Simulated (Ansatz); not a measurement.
**Run report: ZnO, geometry relaxation**

The run: geometry relaxation of ZnO (P6₃mc, 4 atoms in the cell). Method and program: DFT r2SCAN, scalar-relativistic, plane waves, PAW, no spin polarisation (Ansatz 0.2.0).

The structure was made by swapping elements on the sites of another compound; it need not be a known phase. It belongs to a series of runs on one base structure; here: S -> O on all its sites, cell and atoms relaxed. Figures and captions count atoms from 1; the log counts them from 0 in places.

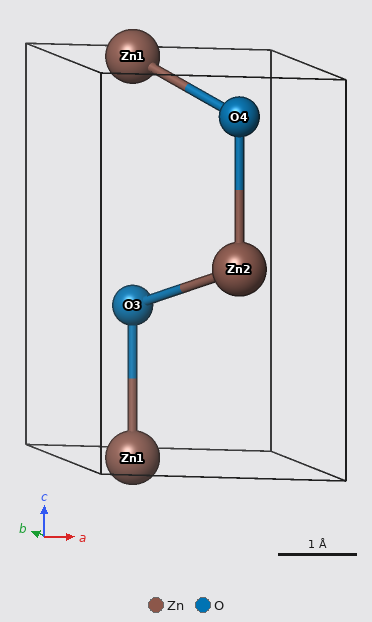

**Figure 1.** The structure as given in the input (ball-and-stick view of the cell of the calculation, seen slightly off an axis; atoms are numbered from 1 in the order of the input). An atom can appear more than once, as a periodic image.

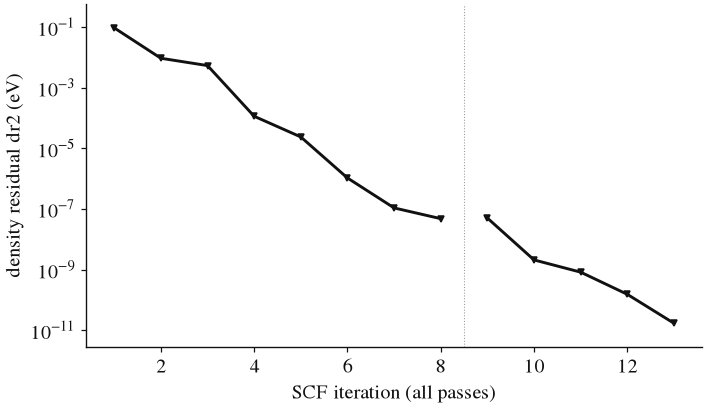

**Figure 2.** Convergence of the self-consistent field: density residual dr2 against the SCF iteration. The dotted lines part the SCF passes of the relaxation: geometry steps, rejected trials and re-solves on a re-selected basis. The passes take 8 and 5 iterations.

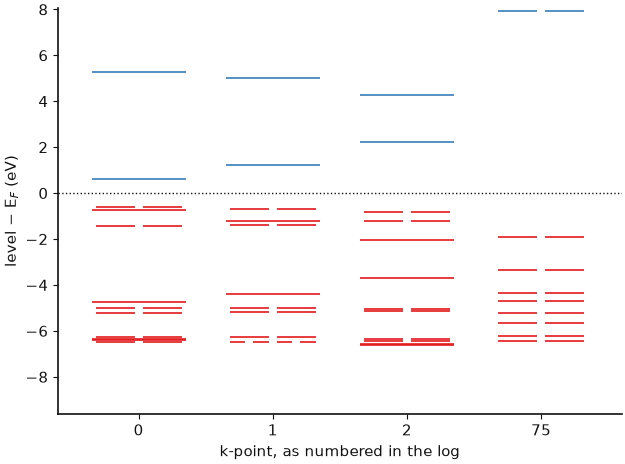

**Figure 3.** Kohn–Sham levels near the Fermi level (dotted) at the few k-points that the log prints; levels within 0.02 eV of each other stand side by side. Among these points the highest filled and lowest empty levels are 1.24 eV apart, which is the gap on the mesh.

These pictures come from the run below.

Input file
```yaml
crystal:
  lattice:
    - [3.2352912514, 0.0, 0.0]
    - [-1.6176456257, 2.8018444124, 0.0]
    - [0.0, 0.0, 5.2114266958]
  atoms:
    - { symbol: Zn, position: [0.3333333333, 0.6666666667, -0.0023128493] }
    - { symbol: Zn, position: [0.6666666667, 0.3333333333, 0.4976871507] }
    - { symbol: O, position: [0.3333333333, 0.6666666667, 0.3773128493] }
    - { symbol: O, position: [0.6666666667, 0.3333333333, 0.8773128493] }
basis:
  ecutwfc: 500
kpoints:
  mp_grid: { grid: [12, 12, 6] }
hamiltonian:
  xc: r2scan
scf:
  occupations: { method: gaussian, width: 0.02 }
output:
  forces: true
  stress: true
  eigenvalues: true
relax:
  adjacent_minimum: "off"
  f_tol: 0.01
  max_steps: 60
  cell: { stress_tol: 0.1 }
```

Command:
```bash
ansatz run input.yaml --threads 1 --pin off --max-ram 2560MiB --backend cpu --events-out ev --progress --plain --runs-dir out
```

Log
```
Engine: ansatz 0.2.0, x86_64-unknown-linux-gnu
Pseudopotentials: kind: paw
Pseudopotential: Zn, paw, valence charge 12, recommended cutoff 500 eV (meta_gga), Zn.paw.azcp
Pseudopotential: O, paw, valence charge 6, recommended cutoff 500 eV (meta_gga), O.paw.azcp
Functional definition: r2SCAN
  parameter k0 = 0.174
  parameter k1 = 0.065
  parameter a1 = 4.9479
  exchange = r2scan_x(k0 = k0, k1 = k1, a1 = a1)
  correlation = r2scan_c
Crystal: 4 atoms, lattice volume = 47.240 Å³
Basis set: ecut = 500 eV, 1165 PW (Γ), exchange–correlation on 96×96×160 points (64 copies of the dense FFT grid, shifted against one another)
Bands: 22, of which v1, the nominal top of the filled ones, is band 18 counted from 1 (17 counted from 0)
Symmetry: 12 space group operations
Space group: P63mc (ITA 186), of the structure as read, at distance tolerance 3.6e-5 Å
k-points: 76 of 864 (time reversal used)
Non-local potential: Zn, projectors of the file, l = 0: 2, l = 1: 2, l = 2: 3, l = 3: 1
Non-local potential: O, projectors of the file, l = 0: 2, l = 1: 2, l = 2: 1
PAW form: soft (Blöchl's): semilocal exchange-correlation on the pseudo side does not see the compensation charge
PAW frozen core: Zn, regenerated for the run's functional (the file was generated under x = pbe(κ = 0.804, μ = 0.2195149727645171), c = pbe(β = 0.06672455060314922))
PAW frozen core: O, regenerated for the run's functional (the file was generated under x = pbe(κ = 0.804, μ = 0.2195149727645171), c = pbe(β = 0.06672455060314922))
PAW one-centre angular grid: Zn, 590 points (default); XC on 261 of its mesh's 2673 points in the sphere
PAW one-centre angular grid: O, 302 points (default); XC on 160 Gauss nodes
Initial density: superposition of atomic densities (neutral atoms: chi_scale 0, normalization atom), corrected by the library's trained network
Initial wavefunctions: pseudopotential atomic-orbital guess
Functional: x = r2scan, c = r2scan; τ floored in thin density (d = 2e-4 eV/Å³)
SCF iter   1: F=—  HF=-7789.832074 eV  |F-HF|=—  |Δ(HF+E_count)|=         —  Δρ=2.03e-2  dr2=9.46e-2  dr2_τ=1.00e-1  ethr=1.77e-3  ⟨swp⟩=5.9  Hψ=7483  notcnv=0
preconditioner: auto → Resta (q_TF=auto, 2.607 Å⁻¹)  ε∞=6.6  [insulator: Δε(μ)=1.381 eV  Ē_g=13.718 eV  σ=0.020 eV  W_gap=1.00  n_scr=22 (ndim 8)  ℏωp=32.4 eV  f_vac=0.033  D(μ)=0.00/eV (n_scr^D=0)  ε∞_Penn≈6.6]
SCF iter   2: F=—  HF=-7789.856633 eV  |F-HF|=—  |Δ(HF+E_count)|=   2.46e-2  Δρ=4.95e-3  dr2=9.42e-3  dr2_τ=6.77e-4  ethr=2.63e-4  ⟨swp⟩=2.3  Hψ=3828  notcnv=0
SCF iter   3: F=—  HF=-7789.854040 eV  |F-HF|=—  |Δ(HF+E_count)|=   2.59e-3  Δρ=4.77e-3  dr2=5.40e-3  dr2_τ=2.13e-4  ethr=2.62e-5  ⟨swp⟩=2.0  Hψ=3192  notcnv=0
SCF iter   4: F=—  HF=-7789.852848 eV  |F-HF|=—  |Δ(HF+E_count)|=   1.19e-3  Δρ=5.54e-4  dr2=1.15e-4  dr2_τ=2.67e-5  ethr=1.50e-5  ⟨swp⟩=3.0  Hψ=3162  notcnv=0
SCF iter   5: F=—  HF=-7789.852924 eV  |F-HF|=—  |Δ(HF+E_count)|=   7.60e-5  Δρ=2.94e-4  dr2=2.39e-5  dr2_τ=2.02e-6  ethr=3.19e-7  ⟨swp⟩=2.3  Hψ=2847  notcnv=0
SCF iter   6: F=—  HF=-7789.852949 eV  |F-HF|=—  |Δ(HF+E_count)|=   2.50e-5  Δρ=4.49e-5  dr2=1.06e-6  dr2_τ=1.59e-8  ethr=6.63e-8  ⟨swp⟩=2.0  Hψ=2694  notcnv=0
SCF iter   7: F=—  HF=-7789.852950 eV  |F-HF|=—  |Δ(HF+E_count)|=   6.70e-7  Δρ=1.64e-5  dr2=1.09e-7  dr2_τ=7.08e-9  ethr=2.94e-9  ⟨swp⟩=2.0  Hψ=2899  notcnv=0
SCF iter   8: F=-7789.852950 eV  HF=-7789.852950 eV  |F-HF|=3.60e-8  |Δ(HF+E_count)|=   2.37e-8  Δρ=1.04e-5  dr2=4.82e-8  dr2_τ=3.82e-9  ethr=2.78e-10  ⟨swp⟩=5.1  Hψ=7363  notcnv=0
SCF 1 converged in 8 iterations: F = -7789.852950 eV  dr2 = 4.82e-8
  greatest PAW one-centre occupation: 0.987 electrons in one spin orbital (limit 2), on the Zn atom at site 1 (counted from 0), in its partial waves of l = 2
relax step   1: F+E_penalty+E_count = -7789.85294966 eV  Δ(F+E_penalty+E_count) = +0.000e0 eV  max|allowed force component| = 3.075e-4 eV/Å  Δτ_max = 0.0000 Å  P = -0.009 GPa  Ω = 47.240 Å³  (8 SCF iters, dr2 threshold 1.00e-7 eV, accepted)
Initial density: handed on by an earlier stage of this run
Initial wavefunctions: pseudopotential atomic-orbital guess (no wavefunctions were taken with the density)
iter 1 solved again at ethr=1.70e-7 eV; its pass at ethr=3.10e-3 eV (dr2=6.13e-5 eV) is discarded
SCF iter   1: F=—  HF=-7789.852949 eV  |F-HF|=—  |Δ(HF+E_count)|=         —  Δρ=1.06e-5  dr2=5.05e-8  dr2_τ=3.97e-9  ethr=1.70e-7  ⟨swp⟩=3.0  Hψ=12195  notcnv=0
preconditioner: auto → Resta (q_TF=auto, 2.607 Å⁻¹)  ε∞=6.8  [insulator: Δε(μ)=1.238 eV  Ē_g=13.504 eV  σ=0.020 eV  W_gap=1.00  n_scr=22 (ndim 8)  ℏωp=32.4 eV  f_vac=0.035  D(μ)=0.00/eV (n_scr^D=0)  ε∞_Penn≈6.8]
SCF iter   2: F=—  HF=-7789.852950 eV  |F-HF|=—  |Δ(HF+E_count)|=   4.85e-7  Δρ=2.49e-6  dr2=2.10e-9  dr2_τ=1.30e-9  ethr=1.40e-10  ⟨swp⟩=2.2  Hψ=2993  notcnv=0
SCF iter   3: F=—  HF=-7789.852950 eV  |F-HF|=—  |Δ(HF+E_count)|=  1.80e-10  Δρ=1.29e-6  dr2=8.29e-10  dr2_τ=2.69e-11  ethr=1.00e-12  ⟨swp⟩=4.8  Hψ=6731  notcnv=0
SCF iter   4: F=—  HF=-7789.852950 eV  |F-HF|=—  |Δ(HF+E_count)|=  3.82e-11  Δρ=6.53e-7  dr2=1.54e-10  dr2_τ=4.73e-12  ethr=1.00e-12  ⟨swp⟩=3.0  Hψ=7423  notcnv=0
SCF iter   5: F=-7789.852950 eV  HF=-7789.852950 eV  |F-HF|=4.55e-12  |Δ(HF+E_count)|=  9.55e-11  Δρ=2.39e-7  dr2=1.71e-11  dr2_τ=8.16e-13  ethr=1.00e-12  ⟨swp⟩=4.4  Hψ=6136  notcnv=0
SCF 2 converged in 5 iterations: F = -7789.852950 eV  dr2 = 1.71e-11
  greatest PAW one-centre occupation: 0.987 electrons in one spin orbital (limit 2), on the Zn atom at site 0 (counted from 0), in its partial waves of l = 2
relax step   2: F+E_penalty+E_count = -7789.85294969 eV  Δ(F+E_penalty+E_count) = -2.498e-8 eV  max|allowed force component| = 2.962e-4 eV/Å  Δτ_max = 0.0000 Å  P = -0.009 GPa  Ω = 47.240 Å³  stress off target by 1.25e-2 GPa  SCF on the basis re-selected at this cell (its energy is not comparable with the rows above)  (5 SCF iters)
basis re-selected at this cell: Δ(F+E_penalty+E_count) = -2.498e-8 eV, ΔP = +0.000 GPa vs the last step (what re-selecting the basis moved, of the pressure what is left beyond the Pulay correction that the steps carried, after the strain that the cell walked since its last selection, with what the two solves' SCF thresholds leave and, on support functions, any second-order correction that the steps lacked; it is no measure of the basis error at this ecutwfc). This SCF's stress stands 1.25e-2 GPa from its target on what of the cell is left free (relax.cell.stress_tol is 1.00e-1 GPa) and its largest allowed force component is 2.96e-4 eV/Å (relax.f_tol is 1.00e-2 eV/Å): within both
SCF converged after 5 iterations
Free energy (F): -7789.852950 eV
Harris-Foulkes:  -7789.852950 eV  (|F-HF|=4.55e-12)
Internal energy: -7789.852950 eV  (E = F + TS)
E sigma→0 (E₀):  -7789.852950 eV
Fermi energy:    7.587032 eV
--- Per-component energies (eV) ---
  E_band       = 49.630687
  E_kinetic    = 612.812311
  E_local      = -4006.012285  (includes V_loc(G=0)·N_el)
  E_nonlocal   = 1342.599281
  E_hartree    = 1653.212681
  E_xc         = -392.761403
  E_vxc        = -315.763575  (∫ρ·V_xc dr)
  E_paw        = -4029.068929  (= ΣΔE_a)
  E_vpaw       = -909.579441  (= ΣTr[D̂ρ^β])
  E_aug_tail   = 0.001863  (compensation charges beyond the density's cutoff)
  E_vtau       = 19.147092  (kinetic-family band-sum trace: ∫τ·v_τ [+ j·A + Jᵃ·Aᵃ] dr)
  E_ewald      = -2970.207350
  E_core_change = -0.429119  (= ΣΔE_core)
  E_smearing   = -0.000000  (= −TS)
  E_closure    = -0.000000  (closes the sum)
  Σ components = -7789.852950   (vs F -7789.852950, Δ=0.00e0)
--- Forces (eV/Å), atoms counted from 1 ---
  atom   1  Zn     0.00000000    -0.00000000    -0.00033668
  atom   2  Zn    -0.00000000     0.00000000    -0.00033668
  atom   3  O      0.00000000     0.00000000     0.00025576
  atom   4  O      0.00000000    -0.00000000     0.00025576
  max |Σ_I F_I| component: 1.62e-4 eV/Å
--- Stress (GPa, compression-positive) ---
       -0.012464      -0.000000       0.000000
        0.000000      -0.012464       0.000000
        0.000000       0.000000      -0.002539
  P = ⅓ Tr σ = -0.0092 GPa (-0.092 kbar)
--- Band table (eV; the first three rows and the last of 76) ---
  k-point 0: bands = ["-12.1584", "-11.4591", "1.1131", "1.1131", "1.1687", "1.2380", "1.3200", "1.3200", "2.3801", "2.3801", "2.5881", "2.5881", "2.8628", "6.1528", "6.1528", "6.8723", "6.9681", "6.9681", "8.2057", "12.8560", "15.7998", "20.7365"]
  k-point 1: bands = ["-12.1138", "-11.5084", "1.1180", "1.1202", "1.1210", "1.1210", "1.2994", "1.2994", "2.3990", "2.3990", "2.5799", "2.5799", "3.1805", "6.2086", "6.2086", "6.3717", "6.9149", "6.9149", "8.7981", "12.5830", "16.0429", "20.7374"]
  k-point 2: bands = ["-11.9903", "-11.6409", "0.9627", "1.0122", "1.1467", "1.1467", "1.2488", "1.2488", "2.4472", "2.4472", "2.5526", "2.5526", "3.8874", "5.5622", "6.3605", "6.3605", "6.7685", "6.7685", "9.8301", "11.8743", "16.7245", "19.2789"]
  k-point 75: bands = ["-11.3253", "-11.3253", "1.1373", "1.1373", "1.3432", "1.3432", "1.9224", "1.9224", "2.3862", "2.3862", "2.9032", "2.9032", "3.2169", "3.2169", "4.2268", "4.2268", "5.6785", "5.6785", "15.4959", "15.4959", "15.6998", "15.6998"]
--- Relaxed structure (1 steps of the walk, 1 accepted, 1 SCFs on fresh bases) ---
  F+E_penalty+E_count = -7789.85294969 eV   max|allowed force component| = 2.962e-4 eV/Å   (the final SCF, on the basis selected at the relaxed cell)
  cell:  # Å, volume = 47.2405 Å³
    - [3.235291251426589, 0.0, 0.0]
    - [-1.6176456257132945, 2.8018444123769735, 0.0]
    - [0.0, 0.0, 5.2114266958]
  atoms:
    - { symbol: Zn, position: [0.3333333333333333, 0.6666666666666666, -0.0023128493] }
    - { symbol: Zn, position: [0.6666666666666666, 0.3333333333333333, 0.4976871507000001] }
    - { symbol: O, position: [0.3333333333333333, 0.6666666666666666, 0.3773128493] }
    - { symbol: O, position: [0.6666666666666666, 0.3333333333333333, 0.8773128493] }
```

Trajectory as extended XYZ (Å, eV, eV/Å), 2 frames, from step=1 to step=2
```
4
Lattice="3.2353 0.0000 0.0000 -1.6176 2.8018 0.0000 0.0000 0.0000 5.2114" Properties=species:S:1:pos:R:3:forces:R:3 step=1 energy=-7789.85295 pressure_GPa=-0.01
Zn    0.0000    1.8679   -0.0121    0.0000   0.0000  -0.0004
Zn    1.6176    0.9339    2.5937    0.0000   0.0000  -0.0004
O     0.0000    1.8679    1.9663    0.0000   0.0000   0.0003
O     1.6176    0.9339    4.5721    0.0000   0.0000   0.0003
4
Lattice="3.2353 0.0000 0.0000 -1.6176 2.8018 0.0000 0.0000 0.0000 5.2114" Properties=species:S:1:pos:R:3:forces:R:3 step=2 energy=-7789.85295 pressure_GPa=-0.01
Zn    0.0000    1.8679   -0.0121    0.0000   0.0000  -0.0003
Zn    1.6176    0.9339    2.5937    0.0000   0.0000  -0.0003
O     0.0000    1.8679    1.9663    0.0000   0.0000   0.0003
O     1.6176    0.9339    4.5721    0.0000   0.0000   0.0003
```

Summary

```json
{"quantity": "outcome", "value": "converged"}
{"quantity": "space group (tolerance 0.01 Å)", "value": "P6₃mc (186)"}
{"quantity": "electrons treated", "value": "36"}
{"quantity": "free energy", "value": "−7789.8529 eV"}
{"quantity": "Fermi energy", "value": "7.587 eV"}
{"quantity": "gap on the k-point mesh", "value": "1.24 eV"}
{"quantity": "pressure", "value": "−0.01 GPa"}
{"quantity": "final volume", "value": "47.24 Å³"}
{"quantity": "largest force (length of the vector) at the end", "value": "under 0.001 eV/Å"}
{"quantity": "final cell", "value": "a = 3.235 Å, b = 3.235 Å, c = 5.211 Å, α = 90.00°, β = 90.00°, γ = 120.00°"}
{"quantity": "hardware", "value": "1 thread of AMD EPYC (Zen 3), 192 GiB of memory available, shared host"}
{"quantity": "wall time", "value": "47 s"}
{"quantity": "peak memory", "value": "0.54 GiB"}
```
